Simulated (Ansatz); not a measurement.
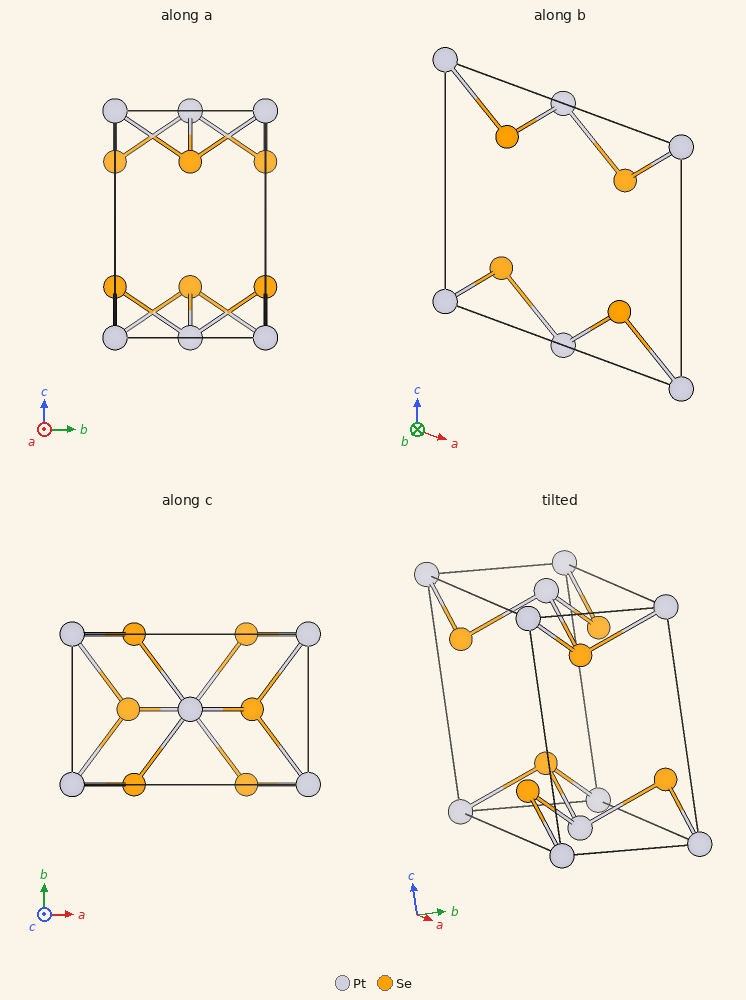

The figure gives a ball-and-stick picture of the atoms, viewed along the a axis, along the b axis, along the c axis and slightly off an axis. The edges of the conventional unit cell are marked.

Lattice parameters: a = 6.3937 Å, b = 3.8217 Å, c = 6.1423 Å, α = 90.000°, β = 110.302°, γ = 90.000°.

Record the structure as a CIF in P1 with every atom of the cell, with free fractional coordinates to two decimals.

```cif
data_structure
_symmetry_space_group_name_H-M 'P 1'
_symmetry_Int_Tables_number 1
_cell_length_a 6.3937
_cell_length_b 3.8217
_cell_length_c 6.1423
_cell_angle_alpha 90.000
_cell_angle_beta 110.302
_cell_angle_gamma 90.000
_cell_volume 140.76
loop_
_atom_site_label
_atom_site_type_symbol
_atom_site_fract_x
_atom_site_fract_y
_atom_site_fract_z
_atom_site_occupancy
Pt1 Pt 0.00 0.00 0.00 1
Se1 Se 0.76 0.50 0.78 1
Se2 Se 0.24 0.50 0.22 1
Pt2 Pt 0.50 0.50 0.00 1
Se3 Se 0.26 0.00 0.78 1
Se4 Se 0.74 0.00 0.22 1
```

The cell started as a structure type filled with these elements by a generator (whether the compound takes this form wasn't checked). The cell was then strained or its atoms displaced on purpose. Ansatz was used for an electronic-structure calculation on it.
